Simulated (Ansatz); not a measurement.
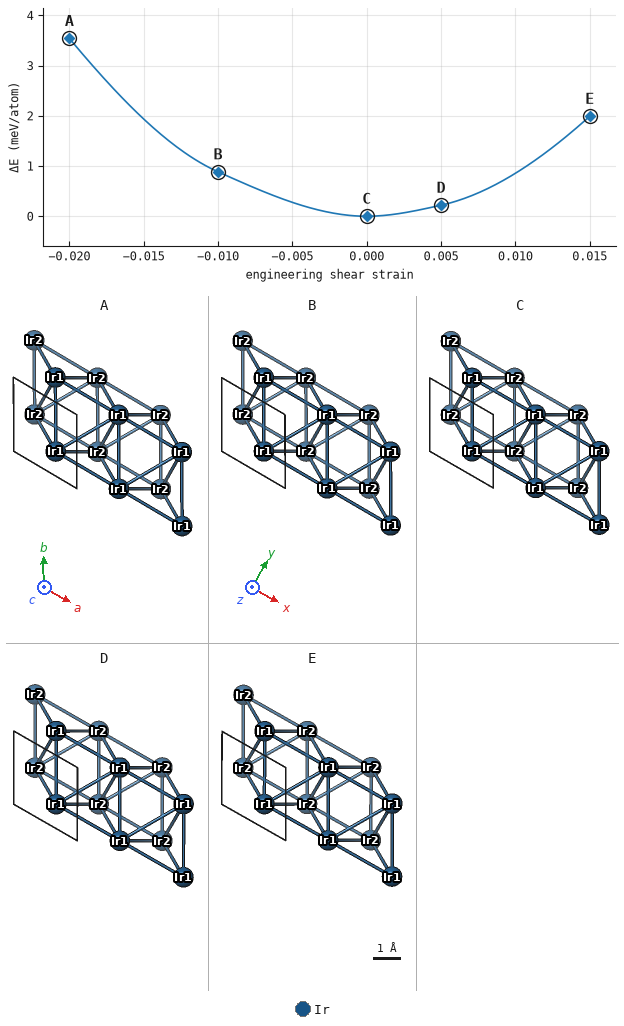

A scan of a crystal of Ir (P6_3/mmc): the cell is strained in shear in the xy plane, with the atoms kept at their fractional coordinates. x, y and z are the Cartesian axes of the input. The lettered frames are marked on the plot. Style: ball-and-stick. Shown: the cell of the calculation, repeated 3 × 2 × 1 with one cell outlined, along the c axis.

Computed with DFT r2SCAN, scalar-relativistic, plane waves, PAW in Ansatz. Set-up: plane-wave cutoff 500 eV; k-point mesh 18 × 18 × 12; occupations gaussian; smearing width 0.15 eV; no spin polarisation. Energies (free energies at the smearing named) are counted from the cell as listed in its source, which wasn't relaxed.

**Read off the main features of the energy profile.**

The lowest computed point lies at the strain 0.00 (0.00 meV/atom). The unrelaxed reference is under a pressure of −8.8 GPa. The distortion takes the space group from P6_3/mmc to P2_1/m. At the strain −0.02 the cell of the drawing goes b 2.751 → 2.775 Å, γ 120.0° → 120.9°.

The computed points:

| engineering shear strain | ΔE (meV/atom) |
| --- | --- |
| −0.020 | 3.54 |
| −0.010 | 0.88 |
| 0.000 | 0.00 |
| 0.005 | 0.22 |
| 0.015 | 1.99 |
